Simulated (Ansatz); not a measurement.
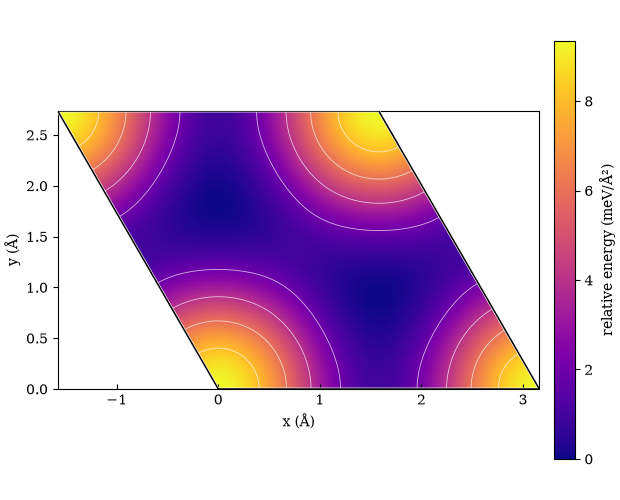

A bilayer of two WS₂ sheets (1H type) (6 atoms in the cell). 
- The upper layer of a bilayer is slid over the lower one; relaxed at each slide: nothing; the origin of the map has S4 above S3; the distance between the facing planes is held at 3.29 Å.
- Places are given modulo a cell vector. The map is drawn in real space over the plane of the slide.
- The scan uses a 6 × 6 grid; 7 points were computed and 29 follow by symmetry.
- All energies are given in meV/Å² relative to the lowest grid point.
- At a held distance the lowest stacking need not be the one that binds best once the distance relaxes.
- Level of theory: Ansatz, DFT PBE+D3(BJ), scalar-relativistic, plane waves, PAW. Settings: cutoff 420 eV, k-mesh 9×9×1, gaussian smearing 0.05 eV, no spin polarisation.

In the figure: a smooth colour map with a few white contour lines, the outline of one cell of the plane. Between grid points the surface is interpolated.

The lowest grid point is at (2/6, 4/6) of the cell vectors; the map holds 2 wells of about this depth. The highest grid point, (0/6, 0/6) of the cell vectors, lies 9.3 meV/Å² above the lowest. On the interpolated surface the easiest way out of the lowest well to a well of about the same depth near (4/6, 2/6) of the cell vectors passes a barrier of about 0.93 meV/Å². Facing atoms of the upper layer at the lowest point: S above W of a deeper plane; at the highest: S above S, the W behind them above W.

The scan is repeated with another setting: the distance between the facing planes is held at 3.84 Å; all else is set up alike.

**What does this change do to the map?**

The lowest place stays at (2/6, 4/6) of the cell vectors. The span from the lowest to the highest grid point shrinks from 9.3 to 1.5 meV/Å². The easiest pass out of the lowest well goes from about 0.93 to about 0.16 meV/Å² on the interpolated surfaces. Further apart, the short-range repulsion between facing atoms, which depends on the stacking, fades. In the new map: facing atoms of the upper layer at the lowest point: S above W of a deeper plane; at the highest: S above S, the W behind them above W.

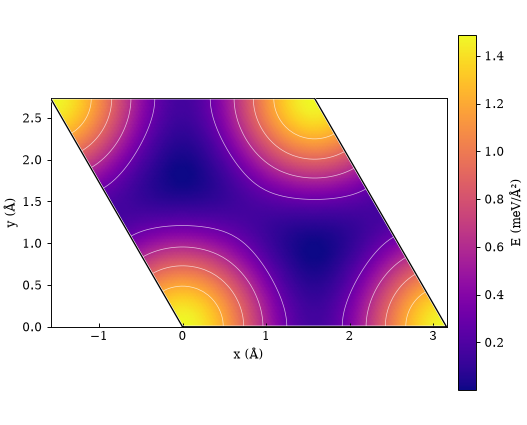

The map after the change, on a colour scale of its own. In the figure: a smooth colour map with a few white contour lines, the outline of one cell of the plane. Between grid points the surface is interpolated.

PAW datasets: the set soft_1.
